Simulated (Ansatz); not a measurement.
## Geometry relaxation, with input and output: SnO₂ (part 3 of 3)

SnO₂ (slab, 12 atoms in the cell); DFT PBEsol, scalar-relativistic, plane waves, PAW, no spin polarisation (Ansatz 0.2.0); cutoff 420 eV, 8×6×1 k-mesh, Gaussian smearing of 0.05 eV. The structure derives from a Materials Project entry. The input holds or restrains some coordinates. Forces given for the steps count only the free coordinates. It belongs to a series of runs on one base structure; here: clean slab, lower half held.

Geometry of the input (Å; fractional positions):
```
3.2120  0.0000  0.0000
0.0000  4.7701  0.0000
0.0000  0.0000  26.0012
O  0.5000  0.1937  0.3269
Sn 0.0000  0.0000  0.3624
O  0.5000  0.8063  0.3980
O  0.0000  0.3063  0.4186
Sn 0.5000  0.5000  0.4541
O  0.0000  0.6937  0.4897
O  0.5000  0.1937  0.5103
Sn 0.0000  0.0000  0.5459
O  0.5000  0.8063  0.5814
O  0.0000  0.3063  0.6020
Sn 0.5000  0.5000  0.6376
O  0.0000  0.6937  0.6731
```

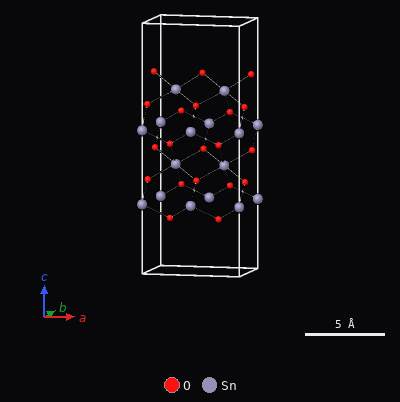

Fig. 1: The geometry at step 4 of the log (ball-and-stick view of the 2 × 1 repeat of the cell, with the vacuum cut short, seen slightly off an axis).

Output, continued:
```
  k-point 0: bands = ["-22.5048", "-22.2936", "-22.0292", "-21.8446", "-21.5757", "-21.5604", "-21.5516", "-21.5435", "-21.5422", "-21.5296", "-21.5245", "-21.4447", "-21.4352", "-21.4100", "-21.3778", "-21.3677", "-21.3421", "-21.3353", "-21.2934", "-21.2711", "-20.1793", "-19.6667", "-18.9598", "-18.2464", "-17.6138", "-17.3668", "-17.1927", "-16.9607", "-9.3175", "-8.2507", "-6.7825", "-5.3957", "-5.2919", "-4.9190", "-4.7303", "-4.4827", "-4.2383", "-4.0263", "-3.8036", "-3.7293", "-3.5827", "-2.8857", "-2.8131", "-2.7729", "-2.4520", "-2.3966", "-2.2835", "-2.2569", "-2.1731", "-2.1389", "-1.8459", "-1.6142", "-0.1951", "0.5626", "1.9509", "3.5212", "4.4742", "4.6714", "4.8500", "5.1844", "5.9830", "6.2961", "6.4000", "6.6951"]
  k-point 1: bands = ["-22.4747", "-22.2925", "-22.0642", "-21.8901", "-21.5737", "-21.5607", "-21.5508", "-21.5426", "-21.5425", "-21.5298", "-21.5293", "-21.4466", "-21.4445", "-21.4081", "-21.3781", "-21.3655", "-21.3420", "-21.3375", "-21.2932", "-21.2710", "-20.0800", "-19.5396", "-18.8170", "-18.4218", "-17.7842", "-17.3676", "-17.1782", "-17.0304", "-9.1255", "-8.0651", "-6.6682", "-5.8718", "-5.2028", "-5.0405", "-4.6869", "-4.5076", "-4.1792", "-4.0585", "-3.8140", "-3.7038", "-3.5825", "-3.1921", "-2.8188", "-2.7908", "-2.5585", "-2.3785", "-2.2559", "-2.2293", "-2.1784", "-2.1689", "-1.8596", "-1.6473", "0.1785", "0.7655", "2.0557", "3.4579", "4.5606", "4.7431", "4.9638", "5.2054", "6.0101", "6.2718", "6.3858", "6.7340"]
  k-point 2: bands = ["-22.3899", "-22.2831", "-22.1446", "-22.0059", "-21.5699", "-21.5615", "-21.5513", "-21.5432", "-21.5414", "-21.5333", "-21.5303", "-21.4600", "-21.4442", "-21.4038", "-21.3787", "-21.3605", "-21.3438", "-21.3416", "-21.2928", "-21.2708", "-19.7959", "-19.2032", "-18.8593", "-18.4285", "-18.1791", "-17.5294", "-17.1870", "-17.1063", "-8.5854", "-7.6107", "-6.7558", "-6.5079", "-5.2418", "-4.9544", "-4.6800", "-4.5865", "-4.2059", "-4.0844", "-3.9375", "-3.9012", "-3.6472", "-3.4243", "-2.8498", "-2.8133", "-2.6173", "-2.4682", "-2.2619", "-2.2539", "-2.1609", "-2.1222", "-1.8898", "-1.6852", "0.8224", "1.2080", "2.3288", "3.2078", "4.7454", "4.8692", "5.1387", "5.2993", "5.7747", "6.2524", "6.7618", "7.1458"]
  k-point 19: bands = ["-22.4351", "-22.4263", "-22.3119", "-22.1153", "-21.7990", "-21.7579", "-21.6356", "-21.5746", "-21.5400", "-21.5253", "-21.4474", "-21.4064", "-21.4012", "-21.3810", "-21.3686", "-21.3342", "-21.3261", "-21.3068", "-21.2989", "-21.1440", "-18.7572", "-18.7144", "-18.4389", "-18.1543", "-17.0584", "-17.0043", "-16.2490", "-16.2355", "-9.2059", "-9.1922", "-8.5118", "-8.3644", "-6.5701", "-6.5595", "-5.9821", "-5.7161", "-5.5734", "-5.4502", "-4.6169", "-4.3878", "-3.4602", "-3.1795", "-2.8694", "-2.7940", "-2.6665", "-2.5602", "-2.5208", "-2.4827", "-1.9552", "-1.8783", "-1.6991", "-1.6306", "1.9616", "2.9693", "3.6595", "3.7114", "5.0673", "5.4920", "6.5807", "6.8267", "8.4122", "8.4795", "8.5332", "8.7483"]
--- Relaxed structure (6 steps of the walk, 6 accepted, 0 SCFs on fresh bases) ---
  F+E_penalty+E_count = -28283.41505015 eV   max|allowed force component| = 8.204e-3 eV/Å
  atoms:
    - { symbol: O, position: [0.5, 0.19365292259999997, 0.3269077012] }
    - { symbol: Sn, position: [0.0, 0.0, 0.3624490355] }
    - { symbol: O, position: [0.5, 0.8063470773999999, 0.3979903698] }
    - { symbol: O, position: [0.0, 0.3063470774, 0.4186083441999999] }
    - { symbol: Sn, position: [0.5, 0.49999999999999994, 0.4541496785] }
    - { symbol: O, position: [0.0, 0.6936529226, 0.4896910128] }
    - { symbol: O, position: [0.5, 0.1947144516055246, 0.5107148964796883] }
    - { symbol: Sn, position: [0.0, -0.00011263878291942936, 0.5459978415100344] }
    - { symbol: O, position: [0.5, 0.7960628980494646, 0.5803516017542072] }
    - { symbol: O, position: [0.0, 0.278765725014782, 0.6057696296541842] }
    - { symbol: Sn, position: [0.5, 0.5126114177781462, 0.6386755971827736] }
    - { symbol: O, position: [0.0, 0.637283074424541, 0.6790697174560417] }
```

Trajectory as extended XYZ (Å, eV, eV/Å), 6 frames, from step=1 to step=6:
```
12
Lattice="3.2120 0.0000 0.0000 0.0000 4.7701 0.0000 0.0000 0.0000 26.0012" Properties=species:S:1:pos:R:3:forces:R:3 step=1 energy=-28283.13745
O     1.6060    0.9237    8.5000    0.0000  -1.3539   0.2166
Sn    0.0000    0.0000    9.4241    0.0000   2.2993  -0.4197
O     1.6060    3.8463   10.3482    0.0000  -0.7289  -0.0405
O     0.0000    1.4613   10.8843    0.0000   0.0583   0.1702
Sn    1.6060    2.3850   11.8084    0.0000  -0.3325   0.0291
O     0.0000    3.3088   12.7326    0.0000   0.0577  -0.0332
O     1.6060    0.9237   13.2687    0.0000   0.0577   0.0332
Sn    0.0000    0.0000   14.1928    0.0000  -0.3325  -0.0291
O     1.6060    3.8463   15.1169    0.0000   0.0583  -0.1702
O     0.0000    1.4613   15.6530    0.0000  -0.7289   0.0405
Sn    1.6060    2.3850   16.5771    0.0000   2.2993   0.4197
O     0.0000    3.3088   17.5012    0.0000  -1.3539  -0.2166
12
Lattice="3.2120 0.0000 0.0000 0.0000 4.7701 0.0000 0.0000 0.0000 26.0012" Properties=species:S:1:pos:R:3:forces:R:3 step=2 energy=-28283.37067
O     1.6060    0.9237    8.5000    0.0000  -1.3560   0.2169
Sn    0.0000    0.0000    9.4241    0.0000   2.3039  -0.4216
O     1.6060    3.8463   10.3482    0.0000  -0.7286  -0.0363
O     0.0000    1.4613   10.8843    0.0000   0.0557   0.1696
Sn    1.6060    2.3850   11.8084    0.0000  -0.3471   0.0212
O     0.0000    3.3088   12.7326    0.0000   0.1010  -0.0127
O     1.6060    0.9366   13.2767    0.0000   0.0613  -0.0765
Sn    0.0000    0.0031   14.1883    0.0000   0.3697   0.0198
O     1.6060    3.8687   15.0945    0.0000  -0.3398   0.2084
O     0.0000    1.4150   15.7152    0.0000  -0.3875  -0.2190
Sn    1.6060    2.4625   16.5839    0.0000   0.7360   0.5233
O     0.0000    3.1593   17.6262    0.0000  -0.4684  -0.3936
12
Lattice="3.2120 0.0000 0.0000 0.0000 4.7701 0.0000 0.0000 0.0000 26.0012" Properties=species:S:1:pos:R:3:forces:R:3 step=3 energy=-28283.41076
O     1.6060    0.9237    8.5000    0.0000  -1.3549   0.2165
Sn    0.0000    0.0000    9.4241    0.0000   2.3013  -0.4187
O     1.6060    3.8463   10.3482    0.0000  -0.7285  -0.0382
O     0.0000    1.4613   10.8843    0.0000   0.0605   0.1727
Sn    1.6060    2.3850   11.8084    0.0000  -0.3598   0.0528
O     0.0000    3.3088   12.7326    0.0000   0.1210   0.0057
O     1.6060    0.9374   13.2796    0.0000  -0.0913   0.0654
Sn    0.0000   -0.0030   14.1973    0.0000   0.2429   0.0478
O     1.6060    3.8257   15.1055    0.0000  -0.1467   0.0594
O     0.0000    1.3562   15.7488    0.0000  -0.1512  -0.1304
Sn    1.6060    2.4501   16.6153    0.0000   0.1019  -0.0750
O     0.0000    3.0548   17.6595    0.0000   0.0062   0.0408
12
Lattice="3.2120 0.0000 0.0000 0.0000 4.7701 0.0000 0.0000 0.0000 26.0012" Properties=species:S:1:pos:R:3:forces:R:3 step=4 energy=-28283.41421
O     1.6060    0.9237    8.5000    0.0000  -1.3530   0.2169
Sn    0.0000    0.0000    9.4241    0.0000   2.2954  -0.4189
O     1.6060    3.8463   10.3482    0.0000  -0.7276  -0.0437
O     0.0000    1.4613   10.8843    0.0000   0.0573   0.1787
Sn    1.6060    2.3850   11.8084    0.0000  -0.3674   0.1070
O     0.0000    3.3088   12.7326    0.0000   0.0841  -0.0214
O     1.6060    0.9262   13.2794    0.0000   0.0388  -0.0466
Sn    0.0000    0.0011   14.1961    0.0000  -0.0041  -0.0004
O     1.6060    3.8028   15.0924    0.0000   0.0045   0.0086
O     0.0000    1.3449   15.7376    0.0000   0.0180   0.0947
Sn    1.6060    2.4525   16.6094    0.0000  -0.0371  -0.0795
O     0.0000    3.0464   17.6589    0.0000  -0.0085   0.0044
12
Lattice="3.2120 0.0000 0.0000 0.0000 4.7701 0.0000 0.0000 0.0000 26.0012" Properties=species:S:1:pos:R:3:forces:R:3 step=5 energy=-28283.41490
O     1.6060    0.9237    8.5000    0.0000  -1.3534   0.2170
Sn    0.0000    0.0000    9.4241    0.0000   2.2962  -0.4193
O     1.6060    3.8463   10.3482    0.0000  -0.7277  -0.0430
O     0.0000    1.4613   10.8843    0.0000   0.0580   0.1782
Sn    1.6060    2.3850   11.8084    0.0000  -0.3563   0.0881
O     0.0000    3.3088   12.7326    0.0000   0.0848  -0.0228
O     1.6060    0.9273   13.2779    0.0000   0.0101   0.0046
Sn    0.0000    0.0002   14.1963    0.0000  -0.0197  -0.0073
O     1.6060    3.7985   15.0908    0.0000   0.0018  -0.0201
O     0.0000    1.3307   15.7486    0.0000  -0.0160  -0.0147
Sn    1.6060    2.4440   16.6037    0.0000   0.0050   0.0412
O     0.0000    3.0345   17.6560    0.0000   0.0174  -0.0018
12
Lattice="3.2120 0.0000 0.0000 0.0000 4.7701 0.0000 0.0000 0.0000 26.0012" Properties=species:S:1:pos:R:3:forces:R:3 step=6 energy=-28283.41505
O     1.6060    0.9237    8.5000    0.0000  -1.3532   0.2169
Sn    0.0000    0.0000    9.4241    0.0000   2.2960  -0.4196
O     1.6060    3.8463   10.3482    0.0000  -0.7277  -0.0428
O     0.0000    1.4613   10.8843    0.0000   0.0573   0.1787
Sn    1.6060    2.3850   11.8084    0.0000  -0.3569   0.0916
O     0.0000    3.3088   12.7326    0.0000   0.0872  -0.0275
O     1.6060    0.9288   13.2792    0.0000  -0.0012   0.0075
Sn    0.0000   -0.0005   14.1966    0.0000  -0.0003   0.0013
O     1.6060    3.7973   15.0899    0.0000  -0.0045  -0.0082
O     0.0000    1.3297   15.7508    0.0000  -0.0021   0.0028
Sn    1.6060    2.4452   16.6063    0.0000   0.0014   0.0058
O     0.0000    3.0399   17.6566    0.0000   0.0039  -0.0066
```

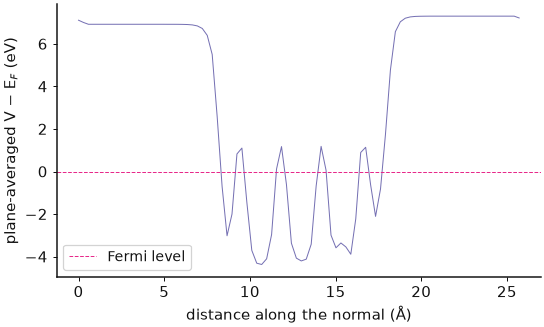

Fig. 2: Plane average of the electrostatic potential energy of an electron across the cell, from the Fermi level. The vacuum level lies 7.31 eV above the Fermi level on the upper side and 6.92 eV on the lower.

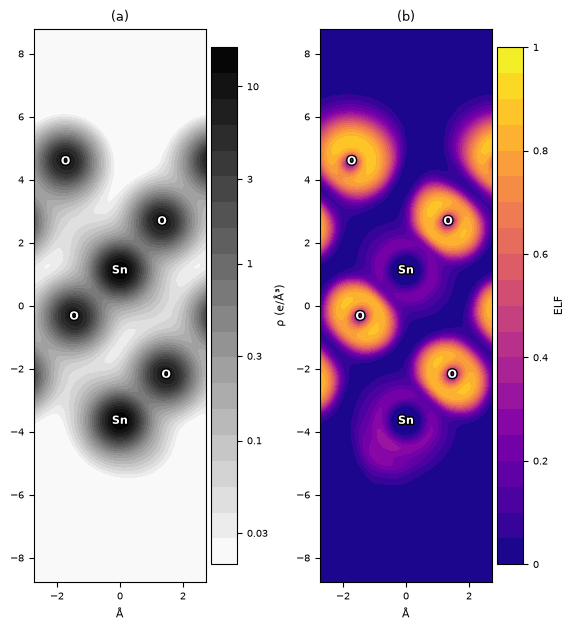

Fig. 3: (a) valence electron density; (b) electron localisation function on the (100) plane of the calculation cell, a cut from vacuum to vacuum. The section cuts through Sn and O sites. Sn–O (2.07 Å): the density is about 0.65 e/Å³ at the midpoint; the ELF is about 0.25 at the midpoint. The density dies away to nearly zero in the vacuum. The fields are those of the smooth PAW valence density.

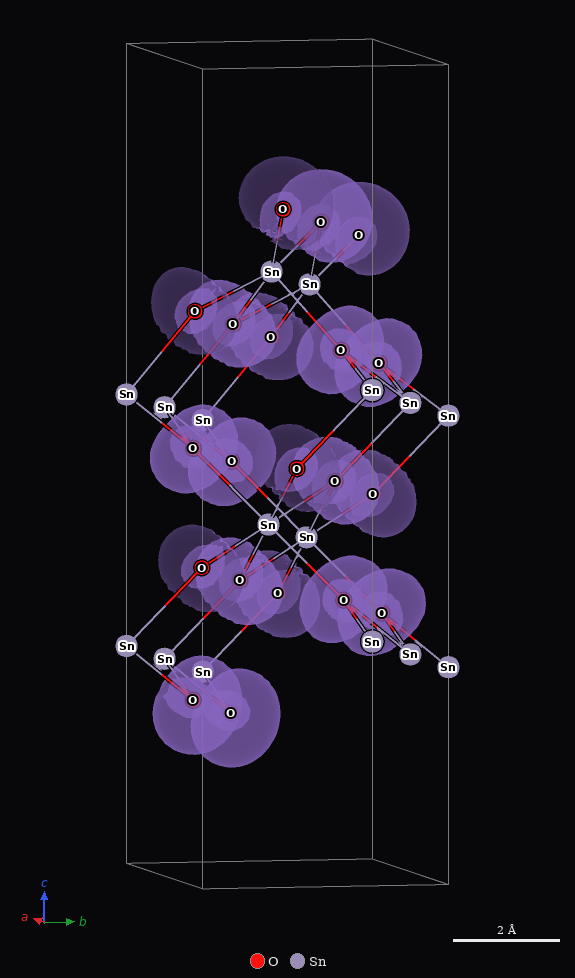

Fig. 4: Isosurface of the electron localisation function at 0.75 (purple), seen at an oblique angle. Only the valence region is drawn (cores and ρ < 0.01 e/Å³ removed). Sticks mark near contacts. Along the contacts the grid gives the following. Sn–O (2.01 Å): the ELF is about 0.30 at the midpoint. Sn–O (2.07 Å): the ELF is about 0.25 at the midpoint.
